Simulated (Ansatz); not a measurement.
# Two runs on TaSi$_{2}$

System: TaSi$_{2}$ (P6₄22, 9 atoms in the cell).
Method of run 1: DFT PBE, scalar-relativistic, plane waves, PAW, no spin polarisation (Ansatz 0.2.0).

The structure derives from an entry of the Crystallography Open Database. Text and figures count atoms from 1; the logs count them from 0 in places.

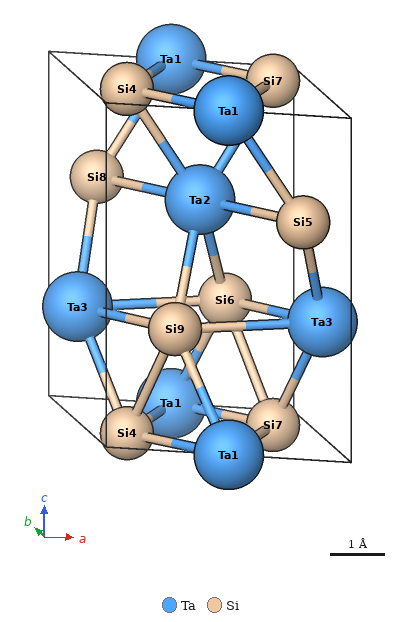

Figure 1. The input geometry (ball-and-stick view of the cell of the calculation, seen slightly off an axis; atoms are numbered from 1 in the order of the input). An atom can appear more than once, as a periodic image.

### The input, run 1
```yaml
crystal:
  lattice:
    - [4.7839004637, 0.0, 0.0]
    - [-2.3919502318, 4.1429793307, 0.0]
    - [0.0, 0.0, 6.57]
  atoms:
    - { symbol: Ta, position: [0.5, 0.0, 0.0] }
    - { symbol: Ta, position: [0.5, 0.5, 0.6666666667] }
    - { symbol: Ta, position: [0.0, 0.5, 0.3333333333] }
    - { symbol: Si, position: [0.15897, 0.31794, 0.0] }
    - { symbol: Si, position: [0.84103, 0.15897, 0.6666666667] }
    - { symbol: Si, position: [0.68206, 0.84103, 0.3333333333] }
    - { symbol: Si, position: [0.84103, 0.68206, 0.0] }
    - { symbol: Si, position: [0.15897, 0.84103, 0.6666666667] }
    - { symbol: Si, position: [0.31794, 0.15897, 0.3333333333] }
basis:
  ecutwfc: 420
kpoints:
  mp_grid: { grid: [6, 6, 4] }
hamiltonian:
  xc: pbe
scf:
  occupations: { method: gaussian, width: 0.1 }
output:
  forces: true
  stress: true
  eigenvalues: true
```

Launched with:
```bash
ansatz run input.yaml --threads 4 --pin off --max-ram 10240MiB --backend cpu --events-out ev --progress --plain --runs-dir out
```

Hardware: 4 threads of Intel Xeon @ 2.50GHz (Skylake/Cascade Lake), 32 GiB of memory available, shared host.

### Output, shortened to warnings, some set-up lines, iterations and results (run 1)
```
Basis set: ecut = 420 eV, 2523 PW (Γ), exchange–correlation on 64×64×90 points (8 copies of the dense FFT grid, shifted against one another)
Symmetry: 12 space group operations
k-points: 21 of 144 (time reversal used)
Initial density: superposition of atomic densities (neutral atoms: chi_scale 0, normalization atom), corrected by the library's trained network
[...]
SCF iter   1: F=—  HF=-33615.914482 eV  |F-HF|=—  |Δ(HF+E_count)|=         —  Δρ=3.88e-3  dr2=1.11e-2  ethr=1.77e-3  ⟨swp⟩=7.0  Hψ=4010  notcnv=0
SCF iter   2: F=—  HF=-33615.915893 eV  |F-HF|=—  |Δ(HF+E_count)|=   1.41e-3  Δρ=2.15e-3  dr2=2.80e-3  ethr=1.77e-5  ⟨swp⟩=2.0  Hψ=1192  notcnv=0
SCF iter   3: F=—  HF=-33615.916822 eV  |F-HF|=—  |Δ(HF+E_count)|=   9.29e-4  Δρ=3.74e-4  dr2=1.61e-4  ethr=4.44e-6  ⟨swp⟩=2.0  Hψ=1187  notcnv=0
SCF iter   4: F=—  HF=-33615.916818 eV  |F-HF|=—  |Δ(HF+E_count)|=   3.54e-6  Δρ=7.92e-5  dr2=1.10e-5  ethr=2.55e-7  ⟨swp⟩=2.4  Hψ=1064  notcnv=0
SCF iter   5: F=—  HF=-33615.916870 eV  |F-HF|=—  |Δ(HF+E_count)|=   5.16e-5  Δρ=9.62e-6  dr2=1.09e-7  ethr=1.75e-8  ⟨swp⟩=2.3  Hψ=1170  notcnv=0
SCF iter   6: F=-33615.916870 eV  HF=-33615.916870 eV  |F-HF|=2.26e-9  |Δ(HF+E_count)|=  4.37e-10  Δρ=1.55e-6  dr2=3.96e-9  ethr=1.59e-10  ⟨swp⟩=9.8  Hψ=3514  notcnv=0
SCF 1 converged in 6 iterations: F = -33615.916870 eV  dr2 = 3.96e-9
SCF converged after 6 iterations
Free energy (F): -33615.916870 eV
Harris-Foulkes:  -33615.916870 eV  (|F-HF|=2.26e-9)
Internal energy: -33615.900436 eV  (E = F + TS)
E sigma→0 (E₀):  -33615.908653 eV
Entropy (-TS):   -0.016434 eV (-1.826 meV/atom)
Fermi energy:    15.192616 eV
--- Per-component energies (eV) ---
  E_band       = -255.642680
  E_kinetic    = 1362.498535
  E_local      = -2336.766232  (includes V_loc(G=0)·N_el)
  E_nonlocal   = 196.391208
  E_hartree    = 893.830931
  E_xc         = -998.521118
  E_vxc        = -908.947664  (∫ρ·V_xc dr)
  E_paw        = -28267.720579  (= ΣΔE_a)
  E_vpaw       = -356.483231  (= ΣTr[D̂ρ^β])
  E_aug_tail   = 0.000487  (compensation charges beyond the density's cutoff)
  E_ewald      = -4465.613668
  E_smearing   = -0.016434  (= −TS)
  E_closure    = -0.000000  (closes the sum)
  Σ components = -33615.916870   (vs F -33615.916870, Δ=0.00e0)
--- Forces (eV/Å), atoms counted from 1 ---
  atom   1  Ta     0.00000000    -0.00000000    -0.00000000
  atom   2  Ta     0.00000000     0.00000000     0.00000000
  atom   3  Ta    -0.00000000     0.00000000    -0.00000000
  atom   4  Si     0.00000000     0.02571766    -0.00000000
  atom   5  Si    -0.02227215     0.01285883     0.00000000
  atom   6  Si    -0.02227215    -0.01285883    -0.00000000
  atom   7  Si    -0.00000000    -0.02571766    -0.00000000
  atom   8  Si     0.02227215    -0.01285883     0.00000000
  atom   9  Si     0.02227215     0.01285883    -0.00000000
  max |Σ_I F_I| component: 9.02e-17 eV/Å
--- Stress (GPa, compression-positive) ---
        2.201534      -0.000000      -0.000000
       -0.000000       2.201534       0.000000
        0.000000      -0.000000       3.170536
  P = ⅓ Tr σ = 2.5245 GPa (25.245 kbar)
```

The input of run 2 differs as follows (lines with − go, lines with + come):
```diff
-    - [4.7839004637, 0.0, 0.0]
-    - [-2.3919502318, 4.1429793307, 0.0]
-    - [0.0, 0.0, 6.57]
+    - [4.8056401744, 0.0, 0.0]
+    - [-2.4028200872, 4.1618064725, 0.0]
+    - [0.0, 0.0, 6.5971690276]
-    - { symbol: Si, position: [0.15897, 0.31794, 0.0] }
-    - { symbol: Si, position: [0.84103, 0.15897, 0.6666666667] }
-    - { symbol: Si, position: [0.68206, 0.84103, 0.3333333333] }
-    - { symbol: Si, position: [0.84103, 0.68206, 0.0] }
-    - { symbol: Si, position: [0.15897, 0.84103, 0.6666666667] }
-    - { symbol: Si, position: [0.31794, 0.15897, 0.3333333333] }
+    - { symbol: Si, position: [0.1589145547, 0.3178291094, 0.0] }
+    - { symbol: Si, position: [0.8410854453, 0.1589145547, 0.6666666667] }
+    - { symbol: Si, position: [0.6821708906, 0.8410854453, 0.3333333333] }
+    - { symbol: Si, position: [0.8410854453, 0.6821708906, 0.0] }
+    - { symbol: Si, position: [0.1589145547, 0.8410854453, 0.6666666667] }
+    - { symbol: Si, position: [0.3178291094, 0.1589145547, 0.3333333333] }
+  precision: f64
-  mp_grid: { grid: [6, 6, 4] }
+  mp_grid: { grid: [12, 12, 6], shift: [0.5, 0.5, 0.5] }
+  eigensolver: { kind: davidson }
```

What does this change do to the results?

With the same functional and potentials, run 2 lies 2.5 meV per atom lower (other lines of the input change too). The pressure goes from 2.52 to −0.01 GPa. The largest force goes from 0.026 to 0.004 eV/Å. The volume per atom goes from 14.47 to 14.66 Å³. The number of SCF iterations is the same. The irreducible k-points go from 21 to 126. The plane waves at Γ go from 2523 to 2543. On the same kind of shared host run 2 took about 10 times as long.

### Output, shortened to warnings, some set-up lines, iterations and results (run 2)
```
Warning: crystal.symmetry: narrowed to the stabiliser of the k-point mesh — unitary ops 12 → 4; excluded 8 operations that carry a point of the 12×12×6 mesh (shift [0.5, 0.5, 0.5]) off the mesh (the run samples exactly the mesh kpoints.mp_grid names, as under crystal.symmetry.detect: false, and its converged state has the mesh's symmetry, not the crystal's; ε∞, the Born charges and the force …
Basis set: ecut = 420 eV, 2543 PW (Γ), exchange–correlation on 72×72×90 points (8 copies of the dense FFT grid, shifted against one another)
Symmetry: 4 space group operations
k-points: 126 of 864 (time reversal used)
Initial density: superposition of atomic densities (neutral atoms: chi_scale 0, normalization atom), corrected by the library's trained network
[...]
SCF iter   1: F=—  HF=-33615.935802 eV  |F-HF|=—  |Δ(HF+E_count)|=         —  Δρ=3.89e-3  dr2=1.20e-2  ethr=1.77e-3  ⟨swp⟩=12.3  Hψ=25551  notcnv=0
SCF iter   2: F=—  HF=-33615.938388 eV  |F-HF|=—  |Δ(HF+E_count)|=   2.59e-3  Δρ=2.21e-3  dr2=3.41e-3  ethr=1.91e-5  ⟨swp⟩=3.8  Hψ=11445  notcnv=0  defer=25
SCF iter   3: F=—  HF=-33615.939312 eV  |F-HF|=—  |Δ(HF+E_count)|=   9.23e-4  Δρ=3.58e-4  dr2=1.30e-4  ethr=2.89e-7  ⟨swp⟩=4.9  Hψ=21851  notcnv=0
SCF iter   4: F=—  HF=-33615.939307 eV  |F-HF|=—  |Δ(HF+E_count)|=   4.13e-6  Δρ=6.87e-5  dr2=5.86e-6  ethr=2.06e-7  ⟨swp⟩=2.0  Hψ=9240  notcnv=0
SCF iter   5: F=—  HF=-33615.939352 eV  |F-HF|=—  |Δ(HF+E_count)|=   4.46e-5  Δρ=2.16e-5  dr2=9.85e-7  ethr=9.30e-9  ⟨swp⟩=4.0  Hψ=13375  notcnv=0
SCF iter   6: F=-33615.939352 eV  HF=-33615.939352 eV  |F-HF|=4.39e-8  |Δ(HF+E_count)|=   1.96e-7  Δρ=5.70e-6  dr2=5.61e-8  ethr=1.56e-9  ⟨swp⟩=3.0  Hψ=10266  notcnv=0
SCF 1 converged in 6 iterations: F = -33615.939352 eV  dr2 = 5.61e-8
  Residual-converged pass: ⟨swp⟩=4.0  Hψ=12885  notcnv=0  max |occ|·‖R‖ = 6.3e-6 eV (tolerance 6.7e-6 eV)  dr2=4.39e-8  dr2_onsite=2.85e-9  max |Δocc| = 2.7e-8
SCF converged after 6 iterations
Free energy (F): -33615.939352 eV
Harris-Foulkes:  -33615.939352 eV  (|F-HF|=4.39e-8)
Internal energy: -33615.924281 eV  (E = F + TS)
E sigma→0 (E₀):  -33615.931816 eV
Entropy (-TS):   -0.015071 eV (-1.675 meV/atom)
Fermi energy:    14.966832 eV
--- Per-component energies (eV) ---
  E_band       = -269.269616
  E_kinetic    = 1359.034616
  E_local      = -2359.382018  (includes V_loc(G=0)·N_el)
  E_nonlocal   = 195.550544
  E_hartree    = 899.340214
  E_xc         = -997.185774
  E_vxc        = -907.188533  (∫ρ·V_xc dr)
  E_paw        = -28267.276887  (= ΣΔE_a)
  E_vpaw       = -355.976847  (= ΣTr[D̂ρ^β])
  E_aug_tail   = 0.000511  (compensation charges beyond the density's cutoff)
  E_ewald      = -4446.005488
  E_smearing   = -0.015071  (= −TS)
  E_closure    = -0.000000  (closes the sum)
  Σ components = -33615.939352   (vs F -33615.939352, Δ=0.00e0)
--- Forces (eV/Å), atoms counted from 1 ---
  atom   1  Ta     0.00000000     0.00000000     0.00199548
  atom   2  Ta     0.00000000     0.00000000     0.00000000
  atom   3  Ta     0.00000000     0.00000000    -0.00199548
  atom   4  Si    -0.00200235     0.00368781    -0.00150658
  atom   5  Si    -0.00360613     0.00208200     0.00000000
  atom   6  Si    -0.00419492    -0.00010982     0.00150658
  atom   7  Si     0.00200235    -0.00368781    -0.00150658
  atom   8  Si     0.00360613    -0.00208200     0.00000000
  atom   9  Si     0.00419492     0.00010982     0.00150658
  max |Σ_I F_I| component: 2.60e-17 eV/Å
--- Stress (GPa, compression-positive) ---
       -0.117587       0.009944       0.000000
        0.009944      -0.106105       0.000000
        0.000000      -0.000000       0.189530
  P = ⅓ Tr σ = -0.0114 GPa (-0.114 kbar)
```

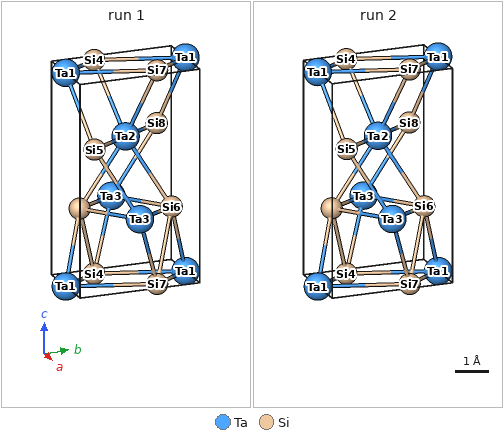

Figure 2. The two input geometries at one scale (ball-and-stick view of the cell of the calculation, seen slightly off an axis). No atom moves by more than 0.005 Å relative to the cell. Cell: a = b 4.784 → 4.806 Å (+0.5 %), c 6.570 → 6.597 Å (+0.4 %). Volume +1.3 %. Among the contacts that change: Si–Ta 2.826 → 2.839 Å, Si–Ta 2.731 → 2.743 Å, Si–Ta 2.607 → 2.618 Å, Si–Si 2.634 → 2.645 Å.

### The two runs side by side

| quantity | run 1 | run 2 |
| --- | --- | --- |
| outcome | converged | converged |
| free energy per atom (eV) | −3735.1019 | −3735.1044 |
| energy per atom, smearing taken to zero (eV) | −3735.1010 | −3735.1035 |
| gap on the mesh (eV) | 0.00 | 0.00 |
| pressure (GPa) | 2.52 | −0.01 |
| volume per atom (Å³) | 14.47 | 14.66 |
| largest force (eV/Å) | 0.026 | 0.004 |
| SCF iterations | 6 | 6 |
| irreducible k-points | 21 | 126 |
| plane waves at Γ | 2523 | 2543 |
| wall time (shared host) | 2.1 s | 22 s |

For both runs: Spin–orbit coupling is left out, which matters for Ta. For run 2: Warnings: the k-point mesh lowers the symmetry that the run can use.
